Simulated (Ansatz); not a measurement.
# Geometry relaxation of Ir (part 2 of 2)

Ir (slab, 8 atoms in the cell); DFT PBE, scalar-relativistic, plane waves, PAW, no spin polarisation (Ansatz 0.2.0); cutoff 420 eV, 6×12×1 k-mesh, Gaussian smearing of 0.1 eV. The structure derives from an entry of the Crystallography Open Database. The input holds or restrains some coordinates. Forces given for the steps count only the free coordinates.

Geometry of the input (Å; fractional positions):
```
5.4739  0.0000  0.0000
-1.3685  2.3703  0.0000
0.0000  0.0000  23.7042
Ir 0.3333  0.3333  0.3586
Ir 0.8333  0.3333  0.3586
Ir 0.6667  0.6667  0.4529
Ir 0.1667  0.6667  0.4529
Ir 0.0000  0.0000  0.5471
Ir 0.5000  0.0000  0.5471
Ir 0.3333  0.3333  0.6414
Ir 0.8333  0.3333  0.6414
```

```
WARN: The output density's exchange-correlation potential varies sharply where the density is thin. Do not read a vacuum level from v_tot or v_xc, or from such a field of the output density. On a cell that repeats whose density bears no net charge and no dipole along the vacuum's axis use v_es (v_loc + v_h of the components); under efield.dipole_correction with no amplitude use v_es + v_field, which holds any external_charges[].barrier, or the levels of the report's work_function block, which leave it out; under a non-zero efield.amplitude the vacuum is tilted and has no level; on a cell that repeats and bears such a dipole with no correction it is tilted too, and efield.dipole_correction with no amplitude gives each side of its ramp a level where efield: is served; in a cell that repeats whose density bears a net charge (total_charge, or a fill off its count) it is curved and has none; of a slab under crystal.periodic whose density bears no net charge use v_es, which has a level on each side, short of where the two are joined; of another it falls or rises all the way out and has none; of a slab beside external_charges read slab_vacuum_level instead, which it has where they leave it neutral. The grid or the basis barely resolves most such structure, and the values can differ between equally converged runs; as a rule a tighter scf.convergence.dr2_threshold does not remove it. Where the density itself ripples (under the LDA too) a higher basis.ecutwfc lessens it. The files hold the spikes' plane waves up to the density's cutoff. Files: v_tot_of_output_density and the like, and their columns of v_z.tsv (output.write_potential); v_xc_of_output_density and the like, and their columns of v_comp_z.tsv (output.write_potential_components). Measured: with its Gaussian average of σ = 0.25 Å subtracted twice, the exchange-correlation potential is over 0.1 eV at 6 of the grid points where the equally averaged density (valence and model cores) is under 1e-3 e/Å³, and 0.101 eV at the most among them, at an averaged density of 5.8e-9 e/Å³. The input density's (outcome.potential() and, of a run that writes arrays, v_tot and v_xc) is over 0.1 eV, so measured, at 110 points of its own thin density, 0.131 eV at the most. See output.write_potential in the manual, Limitations
SCF converged after 6 iterations
Free energy (F): -95478.852941 eV
Harris-Foulkes:  -95478.852940 eV  (|F-HF|=4.97e-8)
Internal energy: -95478.807155 eV  (E = F + TS)
E sigma→0 (E₀):  -95478.830048 eV
Entropy (-TS):   -0.045786 eV (-5.723 meV/atom)
Fermi energy:    6.032304 eV
Dipole field:    D = 0.001022 V/Å  (p = 0.001737 e·Å, saw-weighted, corrected)
Work function:   Φ+ = 5.4376 eV   Φ− = 5.4618 eV
Levels:          The Fermi level and band energies are counted from a zero that moves with the ramp; work functions are not
--- Per-component energies (eV) ---
  E_band       = -3299.038847
  E_kinetic    = 4967.526771
  E_local      = -214174.058130  (includes V_loc(G=0)·N_el)
  E_nonlocal   = 583.002354
  E_hartree    = 104784.025467
  E_xc         = -2135.292912
  E_vxc        = -2389.132227  (∫ρ·V_xc dr)
  E_paw        = -73786.667205  (= ΣΔE_a)
  E_vpaw       = -1854.413212  (= ΣTr[D̂ρ^β])
  E_aug_tail   = 0.000440  (compensation charges beyond the density's cutoff)
  E_efield     = 0.000001  (sawtooth field / dipole correction)
  E_vefield    = 0.004057  (∫n·V_field dr)
  E_ewald      = 84282.656060
  E_smearing   = -0.045786  (= −TS)
  E_closure    = 0.000000  (closes the sum)
  Σ components = -95478.852941   (vs F -95478.852941, Δ=0.00e0)
--- Forces (eV/Å), atoms counted from 1 ---
  atom   1  Ir     0.00000004     0.00000002     0.39635725
  atom   2  Ir     0.00000004     0.00000002     0.39635725
  atom   3  Ir     0.00000012     0.00000007    -0.39180826
  atom   4  Ir     0.00000012     0.00000007    -0.39180826
  atom   5  Ir    -0.00000004    -0.00000003    -0.00828430
  atom   6  Ir    -0.00000004    -0.00000003    -0.00828430
  atom   7  Ir    -0.00000012    -0.00000007     0.00374213
  atom   8  Ir    -0.00000012    -0.00000007     0.00374213
  max |Σ_I F_I| component: 1.36e-5 eV/Å
--- Band table (eV; the first three rows and the last of 25) ---
  k-point 0: bands = ["-86.8921", "-86.8482", "-86.8277", "-86.7927", "-86.2735", "-86.2349", "-86.2347", "-86.1961", "-44.0635", "-44.0307", "-44.0110", "-43.7658", "-43.6586", "-43.6491", "-43.6235", "-43.5136", "-43.4715", "-43.4715", "-43.4002", "-43.3916", "-43.3916", "-43.3699", "-43.0242", "-43.0210", "-42.9893", "-42.9815", "-42.9673", "-42.9275", "-42.8929", "-42.8929", "-42.8576", "-42.8576", "-4.3532", "-2.8445", "-1.6605", "-1.5816", "-1.4629", "-1.3635", "-0.8130", "-0.3671", "-0.1863", "0.5744", "1.8155", "2.1081", "2.1660", "2.2491", "2.2491", "2.2576", "2.3880", "2.3880", "2.4721", "3.0199", "3.0199", "3.0799", "3.1819", "3.1820", "3.1820", "3.8910", "3.8959", "4.8274", "4.8274", "5.1729", "5.1729", "5.3472", "5.5124", "5.6064", "6.0947", "6.0947", "6.1252", "6.2751", "6.6313", "6.7736", "6.7736", "6.8609", "7.1242", "7.1370", "7.5517", "7.6039", "8.6549", "9.2430", "9.6937", "11.2219"]
  k-point 1: bands = ["-86.8891", "-86.8482", "-86.8254", "-86.7927", "-86.2709", "-86.2349", "-86.2322", "-86.1961", "-44.0435", "-44.0197", "-43.9936", "-43.7637", "-43.6760", "-43.6557", "-43.6217", "-43.5361", "-43.5022", "-43.4820", "-43.4305", "-43.3997", "-43.3834", "-43.3528", "-43.0443", "-43.0168", "-43.0095", "-42.9809", "-42.9650", "-42.9291", "-42.9271", "-42.9018", "-42.8941", "-42.8665", "-4.0911", "-2.5887", "-1.4080", "-1.3172", "-1.2719", "-1.1649", "-0.6608", "-0.1712", "0.0494", "0.6632", "1.6391", "1.8339", "2.0027", "2.0898", "2.2051", "2.4549", "2.5194", "2.5433", "2.5962", "2.8209", "2.8716", "2.9705", "3.1992", "3.2294", "3.3286", "3.3783", "4.1407", "4.5951", "4.6593", "4.7178", "5.0904", "5.1843", "5.2344", "5.2434", "5.4960", "5.5932", "6.0940", "6.2663", "6.4485", "6.5559", "6.7927", "6.8887", "6.9397", "7.1933", "8.0395", "8.2007", "8.9984", "9.4745", "10.8477", "11.4232"]
  k-point 2: bands = ["-86.8812", "-86.8482", "-86.8189", "-86.7927", "-86.2638", "-86.2349", "-86.2251", "-86.1961", "-43.9945", "-43.9900", "-43.9528", "-43.7740", "-43.7026", "-43.6953", "-43.6229", "-43.5845", "-43.5705", "-43.5269", "-43.5104", "-43.4218", "-43.3419", "-43.3106", "-43.0928", "-43.0583", "-43.0311", "-43.0050", "-42.9942", "-42.9797", "-42.9556", "-42.9263", "-42.9260", "-42.8908", "-3.3659", "-1.9185", "-0.7868", "-0.7846", "-0.7014", "-0.6201", "-0.1789", "0.1956", "0.6491", "0.9511", "1.2270", "1.3304", "1.5526", "1.6579", "2.0249", "2.3552", "2.5007", "2.5384", "2.7271", "2.7380", "2.8537", "3.0480", "3.0603", "3.1812", "3.6469", "3.7331", "3.9263", "3.9629", "3.9731", "4.2045", "4.2172", "4.5861", "4.7961", "5.0046", "5.2662", "5.3994", "5.5393", "6.0903", "6.0994", "6.2913", "6.7904", "6.8380", "7.1704", "7.9754", "8.7662", "9.2625", "9.5976", "10.1918", "11.9660", "11.9836"]
  k-point 24: bands = ["-86.8482", "-86.8482", "-86.7927", "-86.7927", "-86.2349", "-86.2349", "-86.1961", "-86.1961", "-43.9623", "-43.9623", "-43.9245", "-43.9245", "-43.8021", "-43.8021", "-43.6935", "-43.6935", "-43.6471", "-43.6471", "-43.5999", "-43.5999", "-43.3130", "-43.3130", "-43.2814", "-43.2814", "-43.1251", "-43.1251", "-43.0907", "-43.0907", "-42.9792", "-42.9792", "-42.9259", "-42.9259", "-0.4709", "-0.4709", "-0.3203", "-0.3203", "0.0542", "0.0542", "0.6559", "0.6559", "0.7194", "0.7194", "1.2106", "1.2106", "1.2472", "1.2472", "1.8648", "1.8648", "2.0355", "2.0355", "2.8827", "2.8827", "3.0062", "3.0062", "3.0600", "3.0600", "3.2042", "3.2042", "4.0283", "4.0283", "4.8195", "4.8195", "4.8327", "4.8327", "5.1812", "5.1812", "6.2508", "6.2508", "6.8234", "6.8234", "7.1806", "7.1806", "8.9062", "8.9062", "9.4067", "9.4067", "10.4165", "10.4165", "12.2382", "12.2382", "13.9119", "13.9119"]
--- Relaxed structure (4 steps of the walk, 3 accepted, 0 SCFs on fresh bases) ---
  F+E_penalty+E_count = -95478.85294051 eV   max|allowed force component| = 8.284e-3 eV/Å
  atoms:
    - { symbol: Ir, position: [0.3333333332999999, 0.3333333332999999, 0.35858652330000007] }
    - { symbol: Ir, position: [0.8333333332999999, 0.3333333332999999, 0.35858652330000007] }
    - { symbol: Ir, position: [0.6666666666999999, 0.6666666666999999, 0.45286217440000004] }
    - { symbol: Ir, position: [0.16666666669999997, 0.6666666666999999, 0.45286217440000004] }
    - { symbol: Ir, position: [8.283364005473136e-9, 8.283364006231424e-9, 0.5455605823461582] }
    - { symbol: Ir, position: [0.500000008283364, 8.283364006231427e-9, 0.5455605823461582] }
    - { symbol: Ir, position: [0.3333333510483377, 0.3333333510483377, 0.6380657553927518] }
    - { symbol: Ir, position: [0.8333333510483377, 0.3333333510483378, 0.6380657553927518] }
```

## Trajectory as extended XYZ (Å, eV, eV/Å), 4 frames, from step=1 to step=4
```
8
Lattice="5.4739 0.0000 0.0000 -1.3685 2.3703 0.0000 0.0000 0.0000 23.7042" Properties=species:S:1:pos:R:3:forces:R:3 step=1 energy=-95478.81685
Ir    1.3685    0.7901    8.5000    0.0000   0.0000   0.4672
Ir    4.1055    0.7901    8.5000    0.0000   0.0000   0.4672
Ir    2.7370    1.5802   10.7347    0.0000   0.0000  -0.0545
Ir    0.0000    1.5802   10.7347    0.0000   0.0000  -0.0545
Ir    0.0000    0.0000   12.9695    0.0000   0.0000   0.0545
Ir    2.7370    0.0000   12.9695    0.0000   0.0000   0.0545
Ir    1.3685    0.7901   15.2042    0.0000   0.0000  -0.4672
Ir    4.1055    0.7901   15.2042    0.0000   0.0000  -0.4672
8
Lattice="5.4739 0.0000 0.0000 -1.3685 2.3703 0.0000 0.0000 0.0000 23.7042" Properties=species:S:1:pos:R:3:forces:R:3 step=2 energy=-95478.76315 accepted=F
Ir    1.3685    0.7901    8.5000    0.0000   0.0000   0.2927
Ir    4.1055    0.7901    8.5000    0.0000   0.0000   0.2927
Ir    2.7370    1.5802   10.7347    0.0000   0.0000  -0.9737
Ir    0.0000    1.5802   10.7347    0.0000   0.0000  -0.9737
Ir    0.0000    0.0000   12.8828    0.0000   0.0000  -0.2266
Ir    2.7370    0.0000   12.8828    0.0000   0.0000  -0.2266
Ir    1.3685    0.7901   15.0094    0.0000   0.0000   0.9072
Ir    4.1055    0.7901   15.0094    0.0000   0.0000   0.9072
8
Lattice="5.4739 0.0000 0.0000 -1.3685 2.3703 0.0000 0.0000 0.0000 23.7042" Properties=species:S:1:pos:R:3:forces:R:3 step=3 energy=-95478.85268
Ir    1.3685    0.7901    8.5000    0.0000   0.0000   0.3929
Ir    4.1055    0.7901    8.5000    0.0000   0.0000   0.3929
Ir    2.7370    1.5802   10.7347    0.0000   0.0000  -0.4117
Ir    0.0000    1.5802   10.7347    0.0000   0.0000  -0.4117
Ir    0.0000    0.0000   12.9305    0.0000   0.0000  -0.0331
Ir    2.7370    0.0000   12.9305    0.0000   0.0000  -0.0331
Ir    1.3685    0.7901   15.1190    0.0000   0.0000   0.0519
Ir    4.1055    0.7901   15.1190    0.0000   0.0000   0.0519
8
Lattice="5.4739 0.0000 0.0000 -1.3685 2.3703 0.0000 0.0000 0.0000 23.7042" Properties=species:S:1:pos:R:3:forces:R:3 step=4 energy=-95478.85294
Ir    1.3685    0.7901    8.5000    0.0000   0.0000   0.3964
Ir    4.1055    0.7901    8.5000    0.0000   0.0000   0.3964
Ir    2.7370    1.5802   10.7347    0.0000   0.0000  -0.3918
Ir    0.0000    1.5802   10.7347    0.0000   0.0000  -0.3918
Ir    0.0000    0.0000   12.9321    0.0000   0.0000  -0.0083
Ir    2.7370    0.0000   12.9321    0.0000   0.0000  -0.0083
Ir    1.3685    0.7901   15.1248    0.0000   0.0000   0.0037
Ir    4.1055    0.7901   15.1248    0.0000   0.0000   0.0037
```

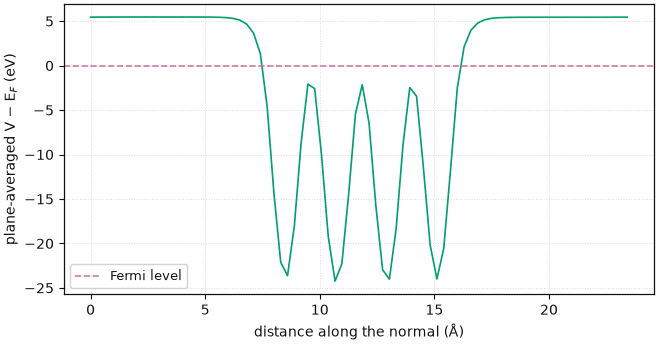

*Plane average of the electrostatic potential energy of an electron across the cell, from the Fermi level.*

The vacuum level lies 5.44 eV above the Fermi level on the upper side and 5.46 eV on the lower.

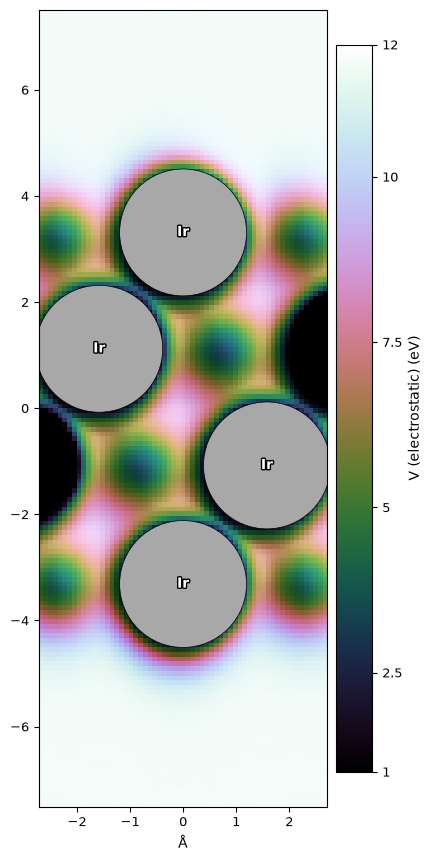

*Electrostatic potential (local pseudopotential plus Hartree) felt by an electron on the (11̄0) plane of the calculation cell, a cut from vacuum to vacuum. Grey discs, where drawn, cover atomic cores.*

Atoms in the plane: Ir. The fields are those of the smooth PAW valence density.

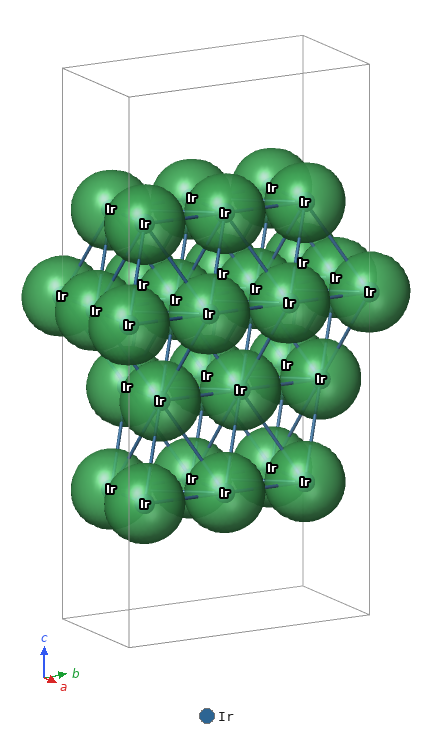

*Isosurface of the valence pseudo-density at 1 e/Å³ (green), seen slightly off an axis. Sticks mark near contacts.*

At this value the density breaks into separate islands; it holds about 70 % of the electrons treated as valence (semicore included). It is pinched off along the Ir–Ir (2.70 Å) contacts. On the grid the lowest density along these lines, outside the cores, is 0.46 e/Å³ (Ir–Ir, 2.70 Å).

## Results in brief

| quantity | value |
| --- | --- |
| outcome | converged under the restraints of the input |
| electrons treated | 136 |
| free energy | −95478.8529 eV |
| work function, top face | 5.44 eV |
| work function, bottom face | 5.46 eV |
| Fermi energy | 6.032 eV |
| gap on the k-point mesh | none (metallic) |
| final volume | 307.56 Å³ |
| work function (upper face) | 5.44 eV |
| largest force (length of the vector) at the end, held atoms and coordinates included | 0.396 eV/Å |
| wall time | 66 s (CPU time 2.2 min) |
| peak memory | 0.9 GiB |

## Remarks

The program warns: the exchange-correlation potential is rough where the density is thin. Spin–orbit coupling is left out, which matters for Ir.
